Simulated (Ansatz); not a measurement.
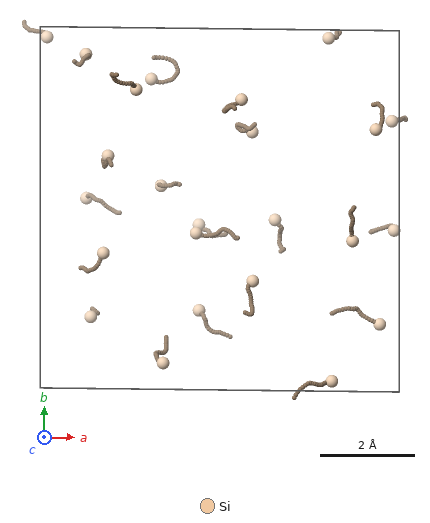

First-principles dynamics of an amorphous cell of composition Si (24 atoms in the cell), 72 fs long. Dots mark each atom's position at evenly spaced times, in the colour of its element; spheres stand at the starting positions. Seen along the c axis in the simulation cell.

All numbers below come from Ansatz, DFT PBE, scalar-relativistic, plane waves, PAW. Run with plane-wave cutoff 320 eV; k-point mesh 1 × 1 × 1; Fermi-Dirac smearing 0.241 eV; volume 0.92 times that of the relaxed crystal; set temperature 2800 K; time step 3 fs.

Input
```yaml
crystal:
  lattice:
    - [7.71905, -0.04436, 0.001374]
    - [-0.04436, 7.782271, 0.26479]
    - [0.001374, 0.26479, 7.527629]
  atoms:
    - { symbol: Si, position: [0.979782016, 0.749290512, 0.3946980347] }
    - { symbol: Si, position: [0.9859363009, 0.4469215842, 0.3733874505] }
    - { symbol: Si, position: [0.2678091443, 0.8289241421, 0.8879378756] }
    - { symbol: Si, position: [0.5609678142, 0.8045131179, 0.8311467204] }
    - { symbol: Si, position: [0.1275547438, 0.9253188107, 0.5601553601] }
    - { symbol: Si, position: [0.3369749274, 0.5631474404, 0.3014766395] }
    - { symbol: Si, position: [0.3424001075, 0.0727871258, 0.731328038] }
    - { symbol: Si, position: [0.654266283, 0.4724782477, 0.3313081795] }
    - { symbol: Si, position: [0.3099304528, 0.8585165121, 0.3205142961] }
    - { symbol: Si, position: [0.4344277143, 0.4333823377, 0.5555301734] }
    - { symbol: Si, position: [0.8126413974, 0.0277443377, 0.8997294065] }
    - { symbol: Si, position: [0.1760370565, 0.3753213904, 0.6884922408] }
    - { symbol: Si, position: [0.1891129047, 0.644782563, 0.5715536989] }
    - { symbol: Si, position: [0.4423815473, 0.4568831115, 0.0228124299] }
    - { symbol: Si, position: [0.0193489207, 0.9714012595, 0.1907916031] }
    - { symbol: Si, position: [0.9461841704, 0.18664433, 0.6324754788] }
    - { symbol: Si, position: [0.9354741078, 0.7257893335, 0.9095663699] }
    - { symbol: Si, position: [0.1290457131, 0.5269482835, 0.0372790182] }
    - { symbol: Si, position: [0.5923164176, 0.3024342419, 0.8114896549] }
    - { symbol: Si, position: [0.8037951353, 0.977037265, 0.4716852289] }
    - { symbol: Si, position: [0.5908615497, 0.7149075078, 0.4738479683] }
    - { symbol: Si, position: [0.4426902833, 0.2196625998, 0.3551703405] }
    - { symbol: Si, position: [0.1409742828, 0.1984884942, 0.3702617162] }
    - { symbol: Si, position: [0.8702585944, 0.4164224726, 0.8824516511] }
  symmetry: { detect: false }
basis:
  ecutwfc: 320
kpoints:
  mp_grid: { grid: [1, 1, 1], shift: [0.25, 0.25, 0.25] }
hamiltonian:
  xc: pbe
scf:
  occupations: { method: fermi_dirac, width: 0.2413 }
  lower_state_search: "off"
  convergence: { dr2_threshold: 1.0e-06 }
output:
  forces: true
  stress: true
md:
  timestep: 3.0
  n_steps: 24
  ensemble: nvt_langevin
  friction: 0.03
  temperature: 2800.0
  initial_velocities: maxwell_boltzmann
  seed: 93915
```

Command:
```bash
ansatz run input.yaml --threads 2 --pin off --max-ram 5120MiB --backend cpu --events-out ev --progress --plain --runs-dir out
```

### How do the atoms move?

Root-mean-square distances from the starting positions over the second half, with the common drift of all atoms taken out: Si 0.64 Å. That is already a fair part of the typical shortest distance between atoms in the first frame, about 2.3 Å and still growing, as in a liquid, though 72 fs is too short to measure diffusion. Bond changes: 5 Si–Si bonds form between 39 fs and 69 fs; 6 Si–Si bonds break between 45 fs and 60 fs. The mean temperature in the second half is 2865 K (standard deviation 414 K). The potential energy in the second half lies on average 67.3 meV per atom below the first frame. The mean pressure there is 5.2 GPa.

Limits of the set-up: the cutoff lies below the recommended one; the periodic images lie only 7.5 Å apart, so the values are limited by the cell's size.

The run took 18 s on 2 threads of Intel(R) Xeon(R) 6975P-C (Granite Rapids) (shared host), peak memory 0.49 GiB.
